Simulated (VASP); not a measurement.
**Mo: geometry relaxation (part 2 of 2)**

Mo (Im-3m, 1 atom in the cell); Kohn-Sham DFT of a periodic cell, PBE, VASP PAW PBE potentials, recommended, no spin polarisation (VASP 6.6.1); cutoff 520 eV, 18×18×18 k-mesh, Gaussian smearing of 1 eV. The structure derives from an entry of the Crystallography Open Database.

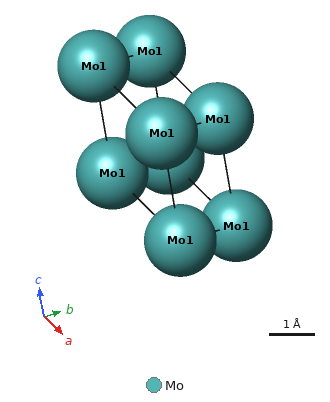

Fig. 1: The geometry at step 3 of the log (spheres-only view of the cell of the calculation, seen slightly off an axis; atoms are numbered from 1 in the order of the input).

Parts of OUTCAR, continued:
```
  FORCE on cell =-STRESS in cart. coord.  units (eV):
  Direction    XX          YY          ZZ          XY          YZ          ZX
  --------------------------------------------------------------------------------------
  -------------------------------------------------------------------------------------
  Total        8.5034955      8.5034955      8.5034955      0.0000000      0.0000000      0.0000000
  in kB     1109.1695590   1109.1695590   1109.1695590      0.0000000      0.0000000      0.0000000
  external PRESSURE =     889.1695590 kB  Pullay stress =     220.0000000 kB

 VOLUME and BASIS-vectors are now :
 -----------------------------------------------------------------------------
  energy-cutoff  :      520.00
  volume of cell :       12.28
      direct lattice vectors                 reciprocal lattice vectors
    -1.453505610  1.453505610  1.453505610     0.000000000  0.343995920  0.343995920
     1.453505610 -1.453505610  1.453505610     0.343995920  0.000000000  0.343995920
     1.453505610  1.453505610 -1.453505610     0.343995920  0.343995920  0.000000000

 POSITION                                       TOTAL-FORCE (eV/Angst)
 -----------------------------------------------------------------------------------
      1.45351     -1.45351      1.45351        -0.000000      0.000000     -0.000000
 -----------------------------------------------------------------------------------
    total drift:                                0.000000     -0.000000      0.000000

  FREE ENERGIE OF THE ION-ELECTRON SYSTEM (eV)
  ---------------------------------------------------
  free  energy   TOTEN  =       -10.1028106320 eV

  energy  without entropy=       -9.7926345721  energy(sigma->0) =       -9.94772260

  enthalpy is  TOTEN    =        -8.4161712888 eV   P V=        1.6866393432

--------------------------------------- Ionic step        3  -------------------------------------------

 number of electron      13.9999997 magnetization

------------------------ aborting loop because EDIFF is reached ----------------------------------------

  FORCE on cell =-STRESS in cart. coord.  units (eV):
  Direction    XX          YY          ZZ          XY          YZ          ZX
  --------------------------------------------------------------------------------------
  -------------------------------------------------------------------------------------
  Total        1.9017796      1.9017796      1.9017796      0.0000000     -0.0000000      0.0000000
  in kB      205.4292895    205.4292895    205.4292895      0.0000000     -0.0000000      0.0000000
  external PRESSURE =     -14.5707105 kB  Pullay stress =     220.0000000 kB

 VOLUME and BASIS-vectors are now :
 -----------------------------------------------------------------------------
  energy-cutoff  :      520.00
  volume of cell :       14.83
      direct lattice vectors                 reciprocal lattice vectors
    -1.547804612  1.547804612  1.547804612     0.000000000  0.323038190  0.323038190
     1.547804612 -1.547804612  1.547804612     0.323038190  0.000000000  0.323038190
     1.547804612  1.547804612 -1.547804612     0.323038190  0.323038190  0.000000000

 POSITION                                       TOTAL-FORCE (eV/Angst)
 -----------------------------------------------------------------------------------
     -0.00000      0.00000      0.00000         0.000000      0.000000     -0.000000
 -----------------------------------------------------------------------------------
    total drift:                                0.000000     -0.000000      0.000000

  FREE ENERGIE OF THE ION-ELECTRON SYSTEM (eV)
  ---------------------------------------------------
  free  energy   TOTEN  =       -11.0458981769 eV

  energy  without entropy=      -10.6864088723  energy(sigma->0) =      -10.86615352

  enthalpy is  TOTEN    =        -9.0092289631 eV   P V=        2.0366692138

--------------------------------------- Ionic step        4  -------------------------------------------

 number of electron      13.9999997 magnetization

------------------------ aborting loop because EDIFF is reached ----------------------------------------

  FORCE on cell =-STRESS in cart. coord.  units (eV):
  Direction    XX          YY          ZZ          XY          YZ          ZX
  --------------------------------------------------------------------------------------
  -------------------------------------------------------------------------------------
  Total        2.0043911      2.0043911      2.0043911      0.0000000      0.0000000      0.0000000
  in kB      217.2830138    217.2830138    217.2830138      0.0000000      0.0000000      0.0000000
  external PRESSURE =      -2.7169862 kB  Pullay stress =     220.0000000 kB

 VOLUME and BASIS-vectors are now :
 -----------------------------------------------------------------------------
  energy-cutoff  :      520.00
  volume of cell :       14.78
      direct lattice vectors                 reciprocal lattice vectors
    -1.545974862  1.545974862  1.545974862     0.000000000  0.323420524  0.323420524
     1.545974862 -1.545974862  1.545974862     0.323420524  0.000000000  0.323420524
     1.545974862  1.545974862 -1.545974862     0.323420524  0.323420524  0.000000000

 POSITION                                       TOTAL-FORCE (eV/Angst)
 -----------------------------------------------------------------------------------
      1.54597     -1.54597      1.54597        -0.000000      0.000000     -0.000000
 -----------------------------------------------------------------------------------
    total drift:                                0.000000     -0.000000      0.000000

  FREE ENERGIE OF THE ION-ELECTRON SYSTEM (eV)
  ---------------------------------------------------
  free  energy   TOTEN  =       -11.0389702758 eV

  energy  without entropy=      -10.6808762569  energy(sigma->0) =      -10.85992327

  enthalpy is  TOTEN    =        -9.0095155227 eV   P V=        2.0294547531

--------------------------------------- Ionic step        5  -------------------------------------------

 number of electron      13.9999997 magnetization

------------------------ aborting loop because EDIFF is reached ----------------------------------------

  FORCE on cell =-STRESS in cart. coord.  units (eV):
  Direction    XX          YY          ZZ          XY          YZ          ZX
  --------------------------------------------------------------------------------------
  -------------------------------------------------------------------------------------
  Total        2.0350039      2.0350039      2.0350039      0.0000000      0.0000000      0.0000000
  in kB      220.8366484    220.8366484    220.8366484      0.0000000      0.0000000      0.0000000
  external PRESSURE =       0.8366484 kB  Pullay stress =     220.0000000 kB

 VOLUME and BASIS-vectors are now :
 -----------------------------------------------------------------------------
  energy-cutoff  :      520.00
  volume of cell :       14.76
      direct lattice vectors                 reciprocal lattice vectors
    -1.545426058  1.545426058  1.545426058     0.000000000  0.323535375  0.323535375
     1.545426058 -1.545426058  1.545426058     0.323535375  0.000000000  0.323535375
     1.545426058  1.545426058 -1.545426058     0.323535375  0.323535375  0.000000000

 POSITION                                       TOTAL-FORCE (eV/Angst)
 -----------------------------------------------------------------------------------
     -0.00000      0.00000      0.00000        -0.000000      0.000000      0.000000
 -----------------------------------------------------------------------------------
    total drift:                                0.000000     -0.000000      0.000000

  FREE ENERGIE OF THE ION-ELECTRON SYSTEM (eV)
  ---------------------------------------------------
  free  energy   TOTEN  =       -11.0368196789 eV

  energy  without entropy=      -10.6791398662  energy(sigma->0) =      -10.85797977

  enthalpy is  TOTEN    =        -9.0095254582 eV   P V=        2.0272942207

--------------------------------------- Ionic step        6  -------------------------------------------

 number of electron      13.9999997 magnetization

------------------------ aborting loop because EDIFF is reached ----------------------------------------

  FORCE on cell =-STRESS in cart. coord.  units (eV):
  Direction    XX          YY          ZZ          XY          YZ          ZX
  --------------------------------------------------------------------------------------
  -------------------------------------------------------------------------------------
  Total        2.0080423      2.0080423      2.0080423     -0.0000000      0.0000000      0.0000000
  in kB      217.7050577    217.7050577    217.7050577     -0.0000000      0.0000000      0.0000000
  external PRESSURE =      -2.2949423 kB  Pullay stress =     220.0000000 kB

 VOLUME and BASIS-vectors are now :
 -----------------------------------------------------------------------------
  energy-cutoff  :      520.00
  volume of cell :       14.78
      direct lattice vectors                 reciprocal lattice vectors
    -1.545912732  1.545912732  1.545912732     0.000000000  0.323433522  0.323433522
     1.545912732 -1.545912732  1.545912732     0.323433522  0.000000000  0.323433522
     1.545912732  1.545912732 -1.545912732     0.323433522  0.323433522  0.000000000

 POSITION                                       TOTAL-FORCE (eV/Angst)
 -----------------------------------------------------------------------------------
     -0.00000      0.00000      0.00000        -0.000000     -0.000000     -0.000000
 -----------------------------------------------------------------------------------
    total drift:                                0.000000      0.000000      0.000000

  FREE ENERGIE OF THE ION-ELECTRON SYSTEM (eV)
  ---------------------------------------------------
  free  energy   TOTEN  =       -11.0387284431 eV

  energy  without entropy=      -10.6806816956  energy(sigma->0) =      -10.85970507

  enthalpy is  TOTEN    =        -9.0095183607 eV   P V=        2.0292100824

--------------------------------------- Ionic step        7  -------------------------------------------

 number of electron      13.9999997 magnetization

 Free energy of the ion-electron system (eV)
  ---------------------------------------------------
  ext. energy  EPLUGINS =         0.00000000
  ---------------------------------------------------
  free energy    TOTEN  =       -11.03727541 eV

  energy without entropy =      -10.67950855  energy(sigma->0) =      -10.85839198

 E-fermi :  13.4557     XC(G=0): -13.7085     alpha+bet :-21.1577

 val. band max:       13.4477894396   @ k =  -0.4444  -0.4444   0.2778
 cond. band min:      13.4639755393   @ k =  -0.3333   0.3333   0.2778
 fundamental gap:      0.0161860997
 Fermi energy:        13.4557238883

 k-point     1 :       0.0000    0.0000    0.0000
  band No.  band energies     occupation
      1     -47.7210      2.00000
      2     -20.8461      2.00000
      3     -20.8461      2.00000
      4     -20.8461      2.00000
      5       6.1194      2.00000
      6      12.0738      1.94934
      7      12.0738      1.94934
      8      12.0738      1.94934
      9      15.3180      0.00845
     10      15.3180      0.00845
     11      28.4399      0.00000

 k-point     2 :       0.0556    0.0000    0.0000
  band No.  band energies     occupation
      1     -47.7111      2.00000
      2     -20.9008      2.00000
      3     -20.8627      2.00000
      4     -20.8466      2.00000
      5       6.2661      2.00000
      6      11.9886      1.96200
      7      12.0599      1.95161
      8      12.2126      1.92125
      9      15.1873      0.01433
     10      15.3193      0.00840
     11      28.5559      0.00000

 k-point     3 :       0.1111    0.0000    0.0000
  band No.  band energies     occupation
      1     -47.6829      2.00000
      2     -21.0565      2.00000
      3     -20.9103      2.00000
      4     -20.8480      2.00000
      5       6.6822      2.00000
      6      11.7523      1.98400
      7      11.9994      1.96056
      8      12.6231      1.76102
      9      14.9029      0.04069
     10      15.3293      0.00806
     11      28.8406      0.00000

 k-point     4 :       0.1667    0.0000    0.0000
  band No.  band energies     occupation
      1     -47.6394      2.00000
      2     -21.2904      2.00000
      3     -20.9826      2.00000
      4     -20.8502      2.00000
      5       7.2861      2.00000
      6      11.4137      1.99612
      7      11.8778      1.97435
      8      13.2878      1.18777
      9      14.6879      0.08141
     10      15.3633      0.00698
     11      29.0726      0.00000

 k-point     5 :       0.2222    0.0000    0.0000
  band No.  band energies     occupation
      1     -47.5855      2.00000
      2     -21.5704      2.00000
      3     -21.0700      2.00000
      4     -20.8529      2.00000
      5       7.9019      2.00000
      6      11.0308      1.99940
      7      11.8191      1.97936
      8      14.1758      0.30852
      9      14.6804      0.08327
     10      15.4367      0.00509
     11      28.8927      0.00000

 [... the levels of 18 k-points are left out ...]

 k-point    24 :       0.3889    0.1111    0.0000
  band No.  band energies     occupation
      1     -47.3876      2.00000
      2     -22.4187      2.00000
      3     -21.4236      2.00000
      4     -20.9355      2.00000
      5       8.3143      2.00000
      6      10.0425      2.00000
      7      13.6451      0.78883
      8      15.2400      0.01162
      9      16.4953      0.00002
     10      19.3903      0.00000
     11      26.0084      0.00000

 [... further k-points ...]

------------------------ aborting loop because EDIFF is reached ----------------------------------------

  FORCE on cell =-STRESS in cart. coord.  units (eV):
  Direction    XX          YY          ZZ          XY          YZ          ZX
  --------------------------------------------------------------------------------------
  -------------------------------------------------------------------------------------
  Total        2.0285437      2.0285437      2.0285437      0.0000000      0.0000000     -0.0000000
  in kB      220.0862030    220.0862030    220.0862030      0.0000000      0.0000000     -0.0000000
  external PRESSURE =       0.0862030 kB  Pullay stress =     220.0000000 kB

 VOLUME and BASIS-vectors are now :
 -----------------------------------------------------------------------------
  energy-cutoff  :      520.00
  volume of cell :       14.77
      direct lattice vectors                 reciprocal lattice vectors
    -1.545541641  1.545541641  1.545541641     0.000000000  0.323511180  0.323511180
     1.545541641 -1.545541641  1.545541641     0.323511180  0.000000000  0.323511180
     1.545541641  1.545541641 -1.545541641     0.323511180  0.323511180  0.000000000

 POSITION                                       TOTAL-FORCE (eV/Angst)
 -----------------------------------------------------------------------------------
     -0.00000      0.00000      0.00000        -0.000000      0.000000     -0.000000
 -----------------------------------------------------------------------------------
    total drift:                                0.000000     -0.000000      0.000000

  FREE ENERGIE OF THE ION-ELECTRON SYSTEM (eV)
  ---------------------------------------------------
  free  energy   TOTEN  =       -11.0372754054 eV

  energy  without entropy=      -10.6795085541  energy(sigma->0) =      -10.85839198

  enthalpy is  TOTEN    =        -9.0095262871 eV   P V=        2.0277491183

 reached required accuracy - stopping structural energy minimisation
```

CONTCAR:
```
Mo
   1.00000000000000
    -1.5455416406149036    1.5455416406149036    1.5455416406149038
     1.5455416406149036   -1.5455416406149036    1.5455416406149038
     1.5455416406149036    1.5455416406149036   -1.5455416406149038
  Mo
     1
Direct
     0.0000000000000000    0.0000000000000000    0.0000000000000000

  0.00000000E+00  0.00000000E+00  0.00000000E+00
```

Trajectory as extended XYZ (Å, eV, eV/Å), 7 frames, from step=0 to step=6:
```
1
Lattice="-1.5734 1.5734 1.5734 1.5734 -1.5734 1.5734 1.5734 1.5734 -1.5734" Properties=species:S:1:pos:R:3:forces:R:3 step=0 energy=-11.10584
Mo    0.0000    0.0000    0.0000    0.0000   0.0000   0.0000
1
Lattice="-1.4535 1.4535 1.4535 1.4535 -1.4535 1.4535 1.4535 1.4535 -1.4535" Properties=species:S:1:pos:R:3:forces:R:3 step=1 energy=-10.10281
Mo    1.4535   -1.4535    1.4535    0.0000   0.0000   0.0000
1
Lattice="-1.5478 1.5478 1.5478 1.5478 -1.5478 1.5478 1.5478 1.5478 -1.5478" Properties=species:S:1:pos:R:3:forces:R:3 step=2 energy=-11.04590
Mo    0.0000    0.0000    0.0000    0.0000   0.0000   0.0000
1
Lattice="-1.5460 1.5460 1.5460 1.5460 -1.5460 1.5460 1.5460 1.5460 -1.5460" Properties=species:S:1:pos:R:3:forces:R:3 step=3 energy=-11.03897
Mo    1.5460   -1.5460    1.5460    0.0000   0.0000   0.0000
1
Lattice="-1.5454 1.5454 1.5454 1.5454 -1.5454 1.5454 1.5454 1.5454 -1.5454" Properties=species:S:1:pos:R:3:forces:R:3 step=4 energy=-11.03682
Mo    0.0000    0.0000    0.0000    0.0000   0.0000   0.0000
1
Lattice="-1.5459 1.5459 1.5459 1.5459 -1.5459 1.5459 1.5459 1.5459 -1.5459" Properties=species:S:1:pos:R:3:forces:R:3 step=5 energy=-11.03873
Mo    0.0000    0.0000    0.0000    0.0000   0.0000   0.0000
1
Lattice="-1.5455 1.5455 1.5455 1.5455 -1.5455 1.5455 1.5455 1.5455 -1.5455" Properties=species:S:1:pos:R:3:forces:R:3 step=6 energy=-11.03728
Mo    0.0000    0.0000    0.0000    0.0000   0.0000   0.0000
```

This output came from the following input.

INCAR:
```
SYSTEM = Mo
ALGO = Normal
EDIFF = 1E-7
EDIFFG = -0.002
ENCUT = 520
GGA = PE
IBRION = 2
ISIF = 3
ISMEAR = 0
LASPH = .TRUE.
LCHARG = .FALSE.
LREAL = .FALSE.
LWAVE = .FALSE.
NELM = 60
NSW = 80
PREC = Accurate
PSTRESS = 220.0
SIGMA = 1.0
```

KPOINTS:
```
k-points
0
G
  18 18 18
  0 0 0
```

POSCAR:
```
Mo
1.0
   -1.5734150000      1.5734150000      1.5734150000
    1.5734150000     -1.5734150000      1.5734150000
    1.5734150000      1.5734150000     -1.5734150000
Mo
1
Direct
    0.0000000000      0.0000000000      0.0000000000
```

Command:
```bash
cat potpaw_PBE.64/Mo_sv/POTCAR > POTCAR
mpirun -np 1 vasp_std > vasp.out
```

Results in brief:

- outcome: converged
- space group (tolerance 0.01 Å): Im-3m (229)
- electrons treated: 14
- free energy: −11.0373 eV
- Fermi energy: 13.456 eV
- gap on the k-point mesh: none (metallic)
- pressure: 22.01 GPa
- final volume: 14.77 Å³
- largest force (length of the vector) at the end: under 0.001 eV/Å
- final cell: a = 2.677 Å, b = 2.677 Å, c = 2.677 Å, α = 109.47°, β = 109.47°, γ = 109.47°
- hardware: 1 thread of Intel Xeon (Granite Rapids), 64 GiB of memory available, shared host
- wall time: 45 s
- peak memory: 0.16 GiB

Remarks:

The cell was relaxed to the target pressure of the input; what is minimised is then the enthalpy E + pV. The volume changed by more than 5 % on the plane waves of the start, so the result carries a basis error; a second relaxation from the end is advised.
